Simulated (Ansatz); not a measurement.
C (slab)

```
CELL_PARAMETERS angstrom
2.46570 -0.00001 0.00000
1.23286 2.09264 0.00000
0.00000 0.00000 26.00154
ATOMIC_POSITIONS crystal
C 0.16510 0.16667 0.50000
C 0.49948 0.49791 0.50000
```

Changed on purpose from its base cell (strain along y -0.020, atoms relaxed).

Computed with Ansatz, DFT PBE+D3(BJ), scalar-relativistic, plane waves, PAW.

Core electrons are frozen (PAW), and the valence fields are smoothed inside the atomic spheres.

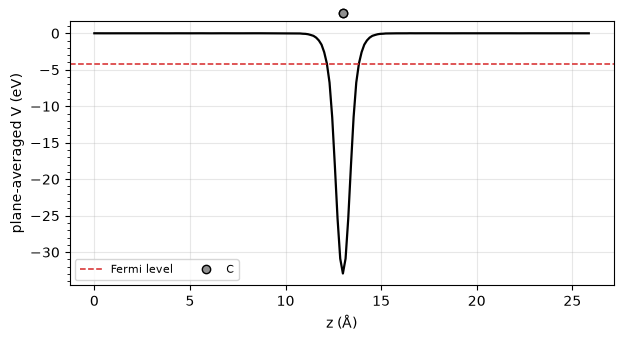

Figure 1. Plane average of the electrostatic potential energy of an electron across the slab. Circles mark the heights of the atoms.

Question: How far above the Fermi level of the calculation is the vacuum level?

Answer: 4.2 eV.

Question: What are the slab's thickness and the vacuum gap?

Answer: The outermost nuclei are 0.0 Å apart, in 1 atomic plane; the vacuum between periodic images is 26.0 Å wide.

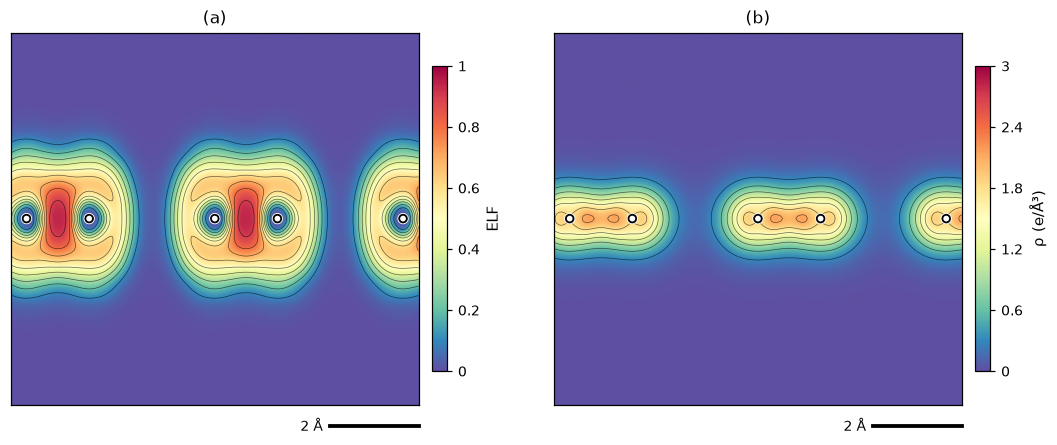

Figure 2. (a) electron localisation function; (b) valence pseudo-density on the (11̄0) plane of the calculation cell, a cut from vacuum to vacuum. Circles mark the nuclei in the plane (C).

Question: Interpret the plot.

Answer: The section cuts through C sites.
C–C (1.41 Å): the density is about 2.1 e/Å³ at the midpoint; the ELF peaks at about 0.95 between the atoms: a covalent bond.
The density dies away to nearly zero in the vacuum.
